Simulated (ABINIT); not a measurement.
# Geometry relaxation of Rb (part 2 of 2)

Continued. System: Rb (Im-3m, 1 atom in the cell). Method: Kohn-Sham DFT of a periodic cell, PBE, PseudoDojo NC SR PBE v0.4.1 standard, no spin polarisation (ABINIT 10.8.3); cutoff 625.86 eV, 5×5×5 k-mesh, fermi-dirac of 0.05 eV. The structure derives from an entry of the Crystallography Open Database.

Geometry of the input (Å; fractional positions):
```
-2.8025  2.8025  2.8025
2.8025  -2.8025  2.8025
2.8025  2.8025  -2.8025
Rb 0.0000  0.0000  0.0000
```

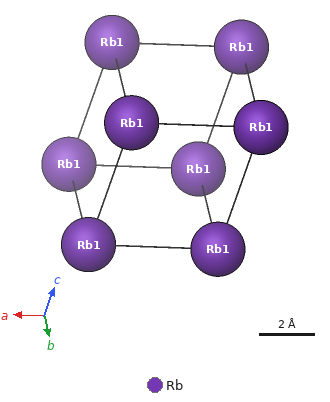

Fig. 1: The geometry at step 1 of the log (spheres-only view of the cell of the calculation, seen at an oblique angle; atoms are numbered from 1 in the order of the input).

### What the program printed, continued
```
 Cartesian components of stress tensor (hartree/bohr^3)
  sigma(1 1)= -2.89358850E-06  sigma(3 2)=  0.00000000E+00
  sigma(2 2)= -2.89358850E-06  sigma(3 1)=  0.00000000E+00
  sigma(3 3)= -2.89358850E-06  sigma(2 1)=  0.00000000E+00

--- !ResultsGS
iteration_state: {dtset: 1, itime: 2, icycle: 1, }
comment   : Summary of ground state results
lattice_vectors:
- [ -5.2964216,   5.2964216,   5.2964216, ]
- [  5.2964216,  -5.2964216,   5.2964216, ]
- [  5.2964216,   5.2964216,  -5.2964216, ]
lattice_lengths: [   9.17367,    9.17367,    9.17367, ]
lattice_angles: [109.471, 109.471, 109.471, ] # degrees, (23, 13, 12)
lattice_volume:   5.9430260E+02
convergence: {deltae:  9.663E-13, res2:  8.379E-13, residm:  6.203E-07, diffor: null, }
etotal    :  -2.70762834E+01
entropy   :   0.00000000E+00
fermie    :   2.15558220E-02
cartesian_stress_tensor: # hartree/bohr^3
- [ -2.89358850E-06,   0.00000000E+00,   0.00000000E+00, ]
- [  0.00000000E+00,  -2.89358850E-06,   0.00000000E+00, ]
- [  0.00000000E+00,   0.00000000E+00,  -2.89358850E-06, ]
pressure_GPa:   8.5132E-02
xred      :
- [  0.0000E+00,   0.0000E+00,   0.0000E+00, Rb]
cartesian_forces: # hartree/bohr
- [ -0.00000000E+00,  -0.00000000E+00,  -0.00000000E+00, ]
force_length_stats: {min:   0.00000000E+00, max:   0.00000000E+00, mean:   0.00000000E+00, }
...

 Integrated electronic density in atomic spheres:
 ------------------------------------------------
 Atom  Sphere_radius  Integrated_density
    1        2.00000          5.97230816

---OUTPUT-----------------------------------------------------------------------

 Cartesian coordinates (xcart) [bohr]
  0.00000000000000E+00  0.00000000000000E+00  0.00000000000000E+00
 Reduced coordinates (xred)
  0.00000000000000E+00  0.00000000000000E+00  0.00000000000000E+00
 Cartesian forces (fcart) [Ha/bohr]; max,rms= 0.00000E+00 0.00000E+00 (free atoms)
 -0.00000000000000E+00 -0.00000000000000E+00 -0.00000000000000E+00
 Gradient of E wrt nuclear positions in reduced coordinates (gred)
  0.00000000000000E+00  0.00000000000000E+00 -0.00000000000000E+00
 Scale of Primitive Cell (acell) [bohr]
  9.17367126112912E+00  9.17367126112912E+00  9.17367126112912E+00
 Real space primitive translations (rprimd) [bohr]
 -5.29642157207003E+00  5.29642157207003E+00  5.29642157207003E+00
  5.29642157207003E+00 -5.29642157207003E+00  5.29642157207003E+00
  5.29642157207003E+00  5.29642157207003E+00 -5.29642157207003E+00
 Unitary Cell Volume (ucvol) [Bohr^3]=  5.94302597737390E+02
 Angles (23,13,12)= [degrees]
  1.09471220634491E+02  1.09471220634491E+02  1.09471220634491E+02
 Lengths [Bohr]
  9.17367126112912E+00  9.17367126112912E+00  9.17367126112912E+00
 Stress tensor in cartesian coordinates (strten) [Ha/bohr^3]
 -2.89358850154276E-06  0.00000000000000E+00  0.00000000000000E+00
  0.00000000000000E+00 -2.89358850154308E-06  0.00000000000000E+00
  0.00000000000000E+00  0.00000000000000E+00 -2.89358850154287E-06
 Total energy (etotal) [Ha]= -2.70762833714924E+01

 Difference of energy with previous step (new-old):
           Absolute (Ha)=-4.54197E-07
           Relative     =-1.67747E-08

--- Iteration: ( 3/50) Internal Cycle: (1/1)
--------------------------------------------------------------------------------

---SELF-CONSISTENT-FIELD CONVERGENCE--------------------------------------------

--- !BeginCycle
iteration_state: {dtset: 1, itime: 3, icycle: 1, }
solver: {iscf: 7, nstep: 80, nline: 4, wfoptalg: 0, }
tolerances: {tolvrs: 1.00E-12, }
...

     iter   Etot(hartree)      deltaE(h)  residm     vres2
 ETOT  1  -27.074697582687    -2.707E+01 2.110E-06 2.157E+01
 ETOT  2  -27.076248061302    -1.550E-03 9.515E-07 1.993E+00
 ETOT  3  -27.076296630999    -4.857E-05 5.589E-06 3.061E-01
 ETOT  4  -27.076307853612    -1.122E-05 3.435E-06 9.402E-03
 ETOT  5  -27.076308101230    -2.476E-07 1.995E-07 1.539E-04
 ETOT  6  -27.076308107933    -6.704E-09 4.189E-08 4.049E-06
 ETOT  7  -27.076308108075    -1.422E-10 4.560E-08 1.246E-08
 ETOT  8  -27.076308108074     1.613E-12 1.437E-08 2.358E-10
 ETOT  9  -27.076308108075    -1.403E-12 1.584E-08 1.692E-12
 ETOT 10  -27.076308108074     8.953E-13 5.264E-09 1.207E-14

 At SCF step   10       vres2   =  1.21E-14 < tolvrs=  1.00E-12 =>converged.

 Cartesian components of stress tensor (hartree/bohr^3)
  sigma(1 1)= -7.58285851E-08  sigma(3 2)=  0.00000000E+00
  sigma(2 2)= -7.58285851E-08  sigma(3 1)=  0.00000000E+00
  sigma(3 3)= -7.58285851E-08  sigma(2 1)=  0.00000000E+00

--- !ResultsGS
iteration_state: {dtset: 1, itime: 3, icycle: 1, }
comment   : Summary of ground state results
lattice_vectors:
- [ -5.3465951,   5.3465951,   5.3465951, ]
- [  5.3465951,  -5.3465951,   5.3465951, ]
- [  5.3465951,   5.3465951,  -5.3465951, ]
lattice_lengths: [   9.26057,    9.26057,    9.26057, ]
lattice_angles: [109.471, 109.471, 109.471, ] # degrees, (23, 13, 12)
lattice_volume:   6.1135276E+02
convergence: {deltae:  8.953E-13, res2:  1.207E-14, residm:  5.264E-09, diffor: null, }
etotal    :  -2.70763081E+01
entropy   :   0.00000000E+00
fermie    :   1.86465695E-02
cartesian_stress_tensor: # hartree/bohr^3
- [ -7.58285851E-08,   0.00000000E+00,   0.00000000E+00, ]
- [  0.00000000E+00,  -7.58285851E-08,   0.00000000E+00, ]
- [  0.00000000E+00,   0.00000000E+00,  -7.58285851E-08, ]
pressure_GPa:   2.2310E-03
xred      :
- [  0.0000E+00,   0.0000E+00,   0.0000E+00, Rb]
cartesian_forces: # hartree/bohr
- [ -0.00000000E+00,  -0.00000000E+00,  -0.00000000E+00, ]
force_length_stats: {min:   0.00000000E+00, max:   0.00000000E+00, mean:   0.00000000E+00, }
...

 Integrated electronic density in atomic spheres:
 ------------------------------------------------
 Atom  Sphere_radius  Integrated_density
    1        2.00000          6.02145118

---OUTPUT-----------------------------------------------------------------------

 Cartesian coordinates (xcart) [bohr]
  0.00000000000000E+00  0.00000000000000E+00  0.00000000000000E+00
 Reduced coordinates (xred)
  0.00000000000000E+00  0.00000000000000E+00  0.00000000000000E+00
 Cartesian forces (fcart) [Ha/bohr]; max,rms= 0.00000E+00 0.00000E+00 (free atoms)
 -0.00000000000000E+00 -0.00000000000000E+00 -0.00000000000000E+00
 Gradient of E wrt nuclear positions in reduced coordinates (gred)
  0.00000000000000E+00  0.00000000000000E+00 -0.00000000000000E+00
 Scale of Primitive Cell (acell) [bohr]
  9.26057436028868E+00  9.26057436028868E+00  9.26057436028868E+00
 Real space primitive translations (rprimd) [bohr]
 -5.34659509976322E+00  5.34659509976322E+00  5.34659509976322E+00
  5.34659509976322E+00 -5.34659509976322E+00  5.34659509976322E+00
  5.34659509976322E+00  5.34659509976322E+00 -5.34659509976322E+00
 Unitary Cell Volume (ucvol) [Bohr^3]=  6.11352763050564E+02
 Angles (23,13,12)= [degrees]
  1.09471220634491E+02  1.09471220634491E+02  1.09471220634491E+02
 Lengths [Bohr]
  9.26057436028868E+00  9.26057436028868E+00  9.26057436028868E+00
 Stress tensor in cartesian coordinates (strten) [Ha/bohr^3]
 -7.58285850780338E-08  0.00000000000000E+00  0.00000000000000E+00
  0.00000000000000E+00 -7.58285850780338E-08  0.00000000000000E+00
  0.00000000000000E+00  0.00000000000000E+00 -7.58285850779254E-08
 Total energy (etotal) [Ha]= -2.70763081080743E+01

 Difference of energy with previous step (new-old):
           Absolute (Ha)=-2.47366E-05
           Relative     =-9.13588E-07

 At Broyd/MD step   3, gradients are converged :
  max grad (force/stress) = 7.5829E-06 < tolmxf= 2.0000E-05 ha/bohr (free atoms)

================================================================================

 ----iterations are completed or convergence reached----

 Mean square residual over all n,k,spin=   64.739E-12; max=  52.639E-10
 reduced coordinates (array xred) for    1 atoms
       0.000000000000      0.000000000000      0.000000000000
 rms dE/dt=  0.0000E+00; max dE/dt=  0.0000E+00; dE/dt below (all hartree)
    1       0.000000000000      0.000000000000      0.000000000000

 cartesian coordinates (angstrom) at end:
    1      0.00000000000000     0.00000000000000     0.00000000000000

 cartesian forces (hartree/bohr) at end:
    1     -0.00000000000000    -0.00000000000000    -0.00000000000000
 frms,max,avg= 0.0000000E+00 0.0000000E+00   0.000E+00  0.000E+00  0.000E+00 h/b

 cartesian forces (eV/Angstrom) at end:
    1     -0.00000000000000    -0.00000000000000    -0.00000000000000
 frms,max,avg= 0.0000000E+00 0.0000000E+00   0.000E+00  0.000E+00  0.000E+00 e/A
 length scales=  9.260574360289  9.260574360289  9.260574360289 bohr
              =  4.900484908013  4.900484908013  4.900484908013 angstroms
 Fermi (or HOMO) energy (hartree) =   0.01865   Average Vxc (hartree)=  -0.20404
 Eigenvalues (hartree) for nkpt=  10  k points:
 kpt#   1, nband=  9, wtk=  0.00800, kpt=  0.0000  0.0000  0.0000 (reduced coord)
  -1.04521   -0.45869   -0.45869   -0.45869   -0.05562    0.15244    0.15244    0.15244
   0.18679
      occupation numbers for kpt#   1
   2.00000    2.00000    2.00000    2.00000    2.00000    0.00000    0.00000    0.00000
   0.00000
 prteigrs : prtvol=0 or 1, do not print more k-points.

--- !EnergyTerms
iteration_state     : {dtset: 1, itime: 3, icycle: 1, }
comment             : Components of total free energy in Hartree
kinetic             :  7.20332446457827E+00
hartree             :  7.09868814882477E+00
xc                  : -7.01432192131051E+00
Ewald energy        : -1.37834408586165E+01
psp_core            :  5.07223321438066E-01
local_psp           : -1.99858579571208E+01
non_local_psp       : -1.10148159655655E+00
internal            : -2.70758663987633E+01
'-kT*entropy'       : -4.41709310984749E-04
total_energy        : -2.70763081080743E+01
total_energy_eV     : -7.36783878043997E+02
band_energy         : -4.86106312193881E+00
...

 Cartesian components of stress tensor (hartree/bohr^3)
  sigma(1 1)= -7.58285851E-08  sigma(3 2)=  0.00000000E+00
  sigma(2 2)= -7.58285851E-08  sigma(3 1)=  0.00000000E+00
  sigma(3 3)= -7.58285851E-08  sigma(2 1)=  0.00000000E+00

-Cartesian components of stress tensor (GPa)         [Pressure=  2.2310E-03 GPa]
- sigma(1 1)= -2.23095400E-03  sigma(3 2)=  0.00000000E+00
- sigma(2 2)= -2.23095400E-03  sigma(3 1)=  0.00000000E+00
- sigma(3 3)= -2.23095400E-03  sigma(2 1)=  0.00000000E+00

== END DATASET(S) ==============================================================
================================================================================

 -outvars: echo values of variables after computation  --------
            acell      9.2605743603E+00  9.2605743603E+00  9.2605743603E+00 Bohr
           etotal     -2.7076308108E+01
            fcart     -0.0000000000E+00 -0.0000000000E+00 -0.0000000000E+00
            rprim     -5.7735026919E-01  5.7735026919E-01  5.7735026919E-01
                       5.7735026919E-01 -5.7735026919E-01  5.7735026919E-01
                       5.7735026919E-01  5.7735026919E-01 -5.7735026919E-01
           strten     -7.5828585078E-08 -7.5828585078E-08 -7.5828585078E-08
                       0.0000000000E+00  0.0000000000E+00  0.0000000000E+00
 Calculation completed.
```

### Trajectory as extended XYZ (Å, eV, eV/Å), 3 frames, from step=0 to step=2
```
1
Lattice="-2.8025 2.8025 2.8025 2.8025 -2.8025 2.8025 2.8025 2.8025 -2.8025" Properties=species:S:1:pos:R:3:forces:R:3 step=0 energy=-736.78319
Rb    0.0000    0.0000    0.0000    0.0000   0.0000   0.0000
1
Lattice="-2.8027 2.8027 2.8027 2.8027 -2.8027 2.8027 2.8027 2.8027 -2.8027" Properties=species:S:1:pos:R:3:forces:R:3 step=1 energy=-736.78320
Rb    0.0000    0.0000    0.0000    0.0000   0.0000   0.0000
1
Lattice="-2.8293 2.8293 2.8293 2.8293 -2.8293 2.8293 2.8293 2.8293 -2.8293" Properties=species:S:1:pos:R:3:forces:R:3 step=2 energy=-736.78388
Rb    0.0000    0.0000    0.0000    0.0000   0.0000   0.0000
```

### Summary

| quantity | value |
| --- | --- |
| outcome | converged |
| space group (tolerance 0.01 Å) | Im-3m (229) |
| electrons treated | 9 |
| free energy | −736.7839 eV |
| Fermi energy | 0.507 eV |
| gap on the k-point mesh | none (metallic) |
| pressure | 0.00 GPa |
| final volume | 90.59 Å³ |
| largest force (length of the vector) at the end | under 0.001 eV/Å |
| final cell | a = 4.900 Å, b = 4.900 Å, c = 4.900 Å, α = 109.47°, β = 109.47°, γ = 109.47° |
| hardware | 1 thread of Intel Xeon @ 2.70GHz, 189 GiB of memory available, shared host |
| wall time | 30 s |
| peak memory | 0.09 GiB |
